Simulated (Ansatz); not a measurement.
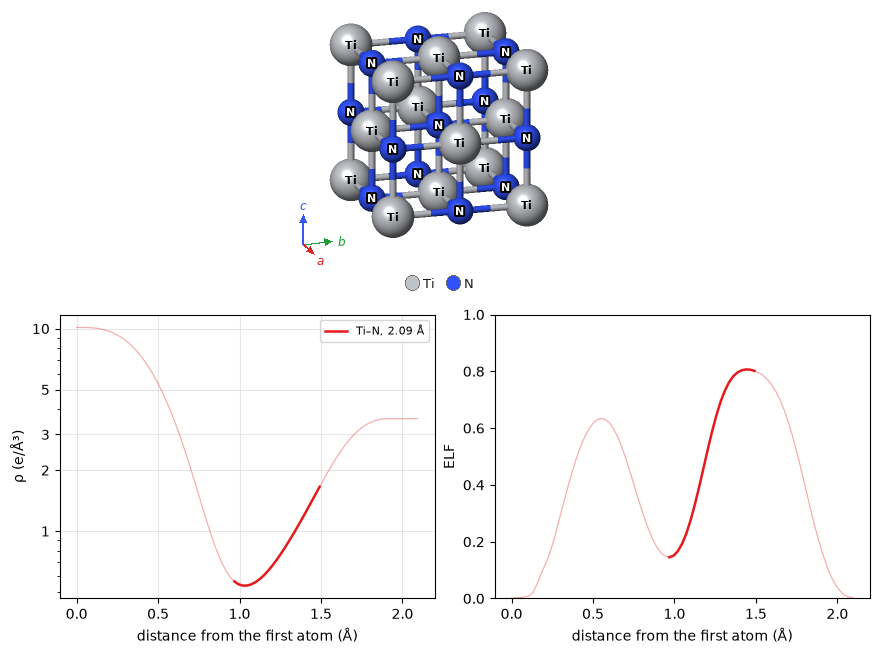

Figure 1: TiN. Valence charge density (pseudo) and electron localisation function along straight lines between neighbouring atoms. Thin, pale parts lie inside the atomic spheres. The structure is drawn too.

Space group Fm-3m; computed pressure about 4 GPa in this cell; computed without spin polarisation.

Theory: Ansatz 0.2.0, DFT, PBEsol, PAW with Ansatz's default frozen-core files, scalar-relativistic.

The density is the valence pseudo-density of a PAW calculation; it isn't the true density close to the nuclei.

**What can be read from the curves?**

Ti–N (2.09 Å): ρ at the midpoint is about 0.54 e/Å³; the ELF peaks at about 0.80 in the valence shell of N, 0.7 Å from its nucleus, and is about 0.20 at the midpoint; no shared electron pair shows on this line.
